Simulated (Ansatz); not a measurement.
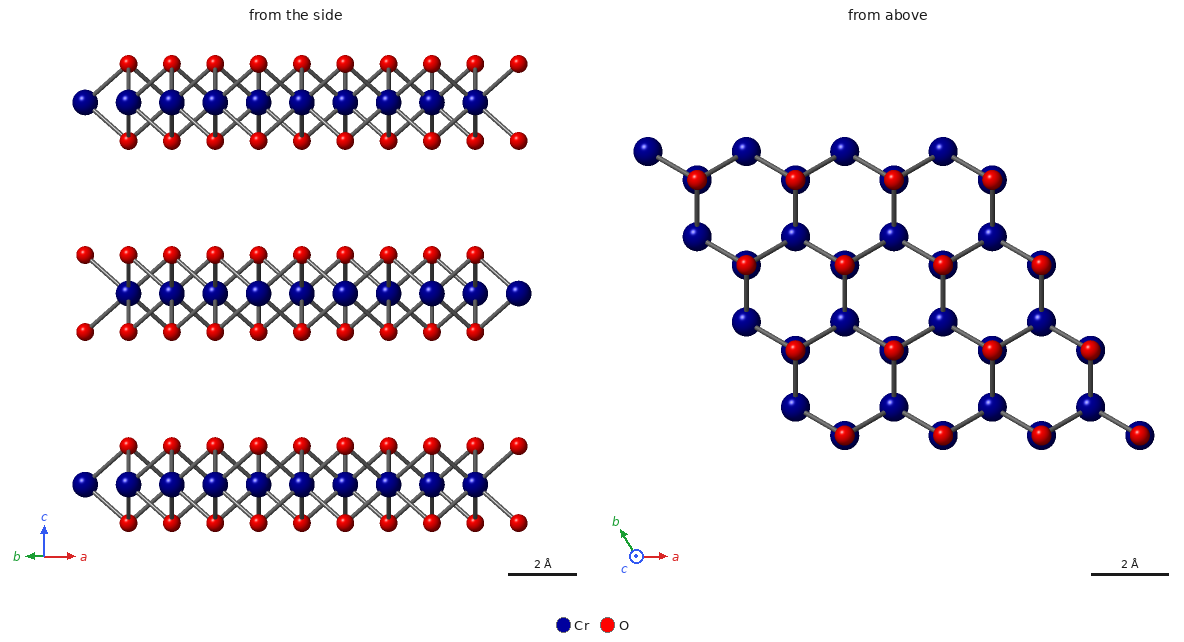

A ball-and-stick picture of a periodic slab, seen from the side and from above. The surface normal points up in side views; the vacuum is left out. 4×4 cells are drawn in the plane, with atoms at the edges repeated.

The cell holds 3 Cr, 6 O.

What do the upper and lower surfaces expose?

Answer. The top face ends in O, the bottom face in O. The two faces are alike.

Give the thickness from the bottom atom to the top atom.

Answer. About 14 Å from the lowest to the highest atom.

What is the order of the atomic planes, starting from the top?

Answer. Nine planes: O / Cr / O / O / Cr / O / O / Cr / O.

The starting point was a structure listed in the Materials Project, with elements exchanged, so it need not be a known form of the compound. This is the structure after a relaxation with DFT PBEsol, scalar-relativistic, plane waves, PAW in Ansatz 0.2.0.
